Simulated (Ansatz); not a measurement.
## Energy of TiAl along a shift of atoms along one path

System: TiAl (2 atoms in the cell).
Method: DFT PBEsol, scalar-relativistic, plane waves, PAW, no spin polarisation (Ansatz 0.2.0).

The 7 runs differ only in the geometry, by a shift of atoms along one path in a fixed cell. The shift s is measured from run 4: Ti1 moves along the Cartesian direction (1.00, 0.00, 0.00). The structure derives from an entry of the Crystallography Open Database.

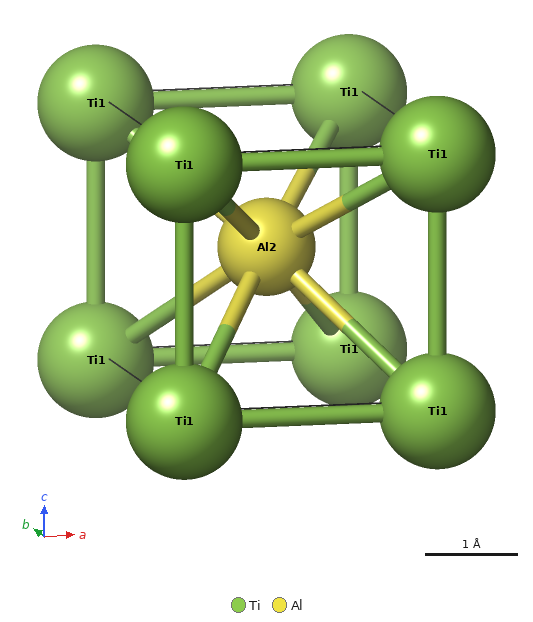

Figure 1. The structure of run 4 (ball-and-stick view of the cell of the calculation, set on other vectors, seen slightly off an axis; atoms are numbered from 1 in the order of the input). An atom can appear more than once, as a periodic image.

**Input of run 4**
```yaml
crystal:
  lattice:
    - [2.8373, 0.0, 0.0]
    - [0.0, 2.8373, 0.0]
    - [0.0, 0.0, 4.0591]
  atoms:
    - { symbol: Ti, position: [-0.0396503718, 0.0, 0.0] }
    - { symbol: Al, position: [0.5, 0.5, 0.5] }
basis:
  ecutwfc: 420
kpoints:
  mp_grid: { grid: [16, 16, 12] }
hamiltonian:
  xc: pbesol
scf:
  occupations: { method: gaussian, width: 0.15 }
output:
  forces: true
  stress: true
  eigenvalues: true
```

Command:
```bash
ansatz run input.yaml --threads 1 --pin off --max-ram 2560MiB --backend cpu --events-out ev --progress --plain --runs-dir out
```

Run 5 differs from it as follows:
```diff
-    - { symbol: Ti, position: [-0.0396503718, 0.0, 0.0] }
+    - { symbol: Ti, position: [-0.0264335812, 0.0, 0.0] }
```

**Results, with one run withheld**

| run | shift s of Ti1 (Å) | free energy per atom, from the lowest run given (meV) | pressure (GPa) | force along the path (eV/Å) |
| --- | --- | --- | --- | --- |
| 1 | −0.1500 | 70.76 | −2.29 | 1.080 |
| 2 | −0.1125 | 51.85 | −2.72 | 0.935 |
| 3 | −0.0750 | 35.71 | −3.08 | 0.786 |
| 4 | 0.0000 | 11.97 | −3.62 | 0.478 |
| 5 | 0.0375 | ? | ? | ? |
| 6 | 0.0750 | 0.00 | −3.90 | 0.160 |
| 7 | 0.2625 | 22.39 | −3.39 | −0.633 |

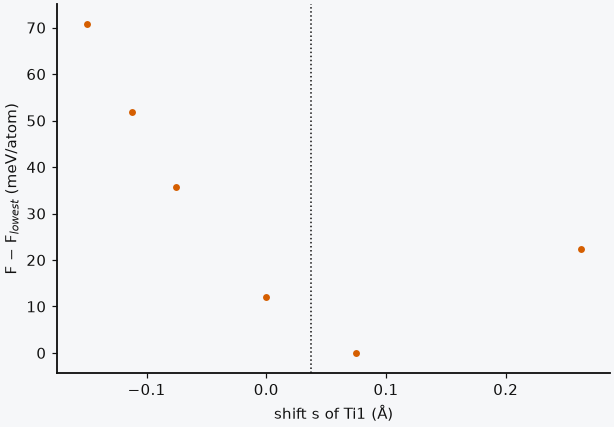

Figure 2. Free energy per atom of the runs given; the dotted line marks run 5.

Fit the runs given and predict run 5.

A cubic polynomial in the coordinate, fitted to the 6 runs given, misses them by at most 0.04 meV per atom. With x = s − 0.0000, it reads F = 12.014 − 238.63 x + 1035 x² + 94.08 x³ (meV per atom). At run 5 it gives 4.53 meV per atom, and the run itself gives 4.50. The slope of the fit gives a force −dF/ds of 0.321 eV/Å along the path (summed over the atoms that move), and the printed forces give 0.319 eV/Å. The fit has its minimum at s = 0.1135 Å.

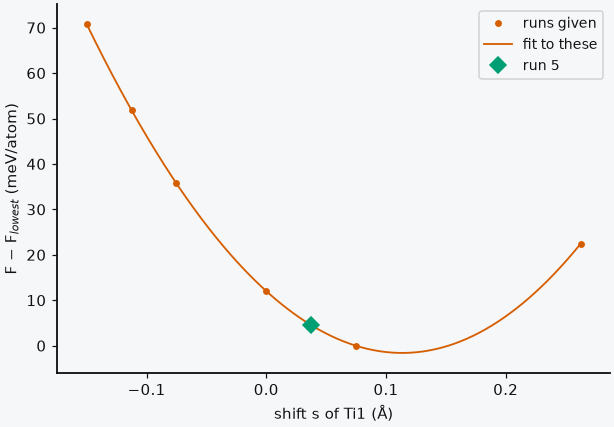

Figure 3. The fit and the withheld run.

**Output, shortened to warnings, some set-up lines, iterations and results (run 5)**
```
Basis set: ecut = 420 eV, 657 PW (Γ), exchange–correlation on 40×40×60 points (8 copies of the dense FFT grid, shifted against one another)
Symmetry: 4 space group operations
k-points: 567 of 3072 (time reversal used)
Initial density: superposition of atomic densities (neutral atoms: chi_scale 0, normalization atom), corrected by the library's trained network
[...]
SCF iter   1: F=—  HF=-2999.251665 eV  |F-HF|=—  |Δ(HF+E_count)|=         —  Δρ=4.22e-3  dr2=3.96e-3  ethr=1.77e-3  ⟨swp⟩=5.0  Hψ=33941  notcnv=0
SCF iter   2: F=—  HF=-2999.250590 eV  |F-HF|=—  |Δ(HF+E_count)|=   1.07e-3  Δρ=2.02e-3  dr2=1.42e-3  ethr=2.64e-5  ⟨swp⟩=1.8  Hψ=13303  notcnv=0
SCF iter   3: F=—  HF=-2999.250267 eV  |F-HF|=—  |Δ(HF+E_count)|=   3.23e-4  Δρ=3.41e-4  dr2=3.20e-5  ethr=9.44e-6  ⟨swp⟩=2.1  Hψ=9138  notcnv=0
SCF iter   4: F=—  HF=-2999.250278 eV  |F-HF|=—  |Δ(HF+E_count)|=   1.05e-5  Δρ=1.12e-4  dr2=3.87e-6  ethr=2.13e-7  ⟨swp⟩=2.2  Hψ=9323  notcnv=0
SCF iter   5: F=—  HF=-2999.250277 eV  |F-HF|=—  |Δ(HF+E_count)|=   4.41e-7  Δρ=2.62e-5  dr2=1.72e-7  ethr=2.58e-8  ⟨swp⟩=1.3  Hψ=7233  notcnv=0
SCF iter   6: F=-2999.250277 eV  HF=-2999.250277 eV  |F-HF|=1.04e-10  |Δ(HF+E_count)|=  3.87e-10  Δρ=3.29e-6  dr2=1.75e-9  ethr=6.67e-10  ⟨swp⟩=4.1  Hψ=19214  notcnv=0
SCF 1 converged in 6 iterations: F = -2999.250277 eV  dr2 = 1.75e-9
SCF converged after 6 iterations
Free energy (F): -2999.250277 eV
Harris-Foulkes:  -2999.250277 eV  (|F-HF|=1.04e-10)
Internal energy: -2999.229538 eV  (E = F + TS)
E sigma→0 (E₀):  -2999.239908 eV
Entropy (-TS):   -0.020740 eV (-10.370 meV/atom)
Fermi energy:    10.788291 eV
--- Per-component energies (eV) ---
  E_band       = -166.396896
  E_kinetic    = 295.942452
  E_local      = -1079.226945  (includes V_loc(G=0)·N_el)
  E_nonlocal   = 20.401832
  E_hartree    = 461.134998
  E_xc         = -136.423512
  E_vxc        = -151.077646  (∫ρ·V_xc dr)
  E_paw        = -1477.723611  (= ΣΔE_a)
  E_vpaw       = -174.705858  (= ΣTr[D̂ρ^β])
  E_aug_tail   = 0.000112  (compensation charges beyond the density's cutoff)
  E_ewald      = -1083.493386
  E_core_change = 0.158523  (= ΣΔE_core)
  E_smearing   = -0.020740  (= −TS)
  E_closure    = 0.000000  (closes the sum)
  Σ components = -2999.250277   (vs F -2999.250277, Δ=0.00e0)
--- Forces (eV/Å), atoms counted from 1 ---
  atom   1  Ti     0.31948809     0.00000000     0.00000000
  atom   2  Al    -0.31948130     0.00000000     0.00000000
  max |Σ_I F_I| component: 6.80e-6 eV/Å
--- Stress (GPa, compression-positive) ---
       -4.157597       0.000000       0.000000
        0.000000      -4.080272       0.000000
        0.000000       0.000000      -3.145641
  P = ⅓ Tr σ = -3.7945 GPa (-37.945 kbar)
```
